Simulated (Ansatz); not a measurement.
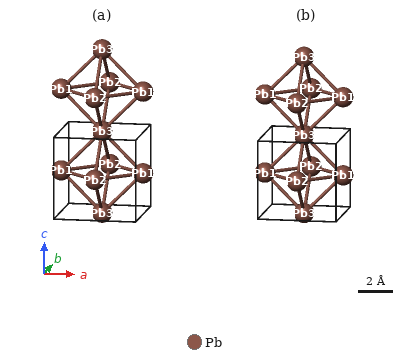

The structure of a crystal of Pb (set up in Pm-3m) (coarse preliminary run) before (left) and after (right) a relaxation, at one scale.

Style: ball-and-stick. Shown: the cell of the calculation, repeated 1 × 1 × 2 with one cell outlined, slightly off an axis.

Case: 2 of 2 Ca taken out, relaxed.

Theory: DFT r2SCAN, scalar-relativistic, plane waves, PAW in Ansatz. (plane-wave cutoff 500 eV; k-point mesh 4 × 4 × 4; occupations gaussian; smearing width 0.1 eV; no spin polarisation; cell and atoms relaxed; force threshold 0.0325 eV/Å; at most 70 steps)

Q: Describe what moved and what it gained.

A: The atoms keep their places relative to the cell (all moves are under 0.005 Å). Cell: a = b = c 4.921 → 4.704 Å (−4.4 %). Volume −12.6 %. Among the contacts that change: Pb1–Pb2 3.479 → 3.326 Å. The space group stays Pm-3m (No. 221). After 2 accepted moves (3 points after the start) the energy has fallen by 67.1 meV per atom. All forces vanish by symmetry, so only the cell relaxes. Pressure: −3.82 GPa at the start and 0.08 GPa at the end. At 1 point the geometry stayed and the basis and grid were re-selected for the new cell (energy shift of 0.1 meV per atom at most each time).
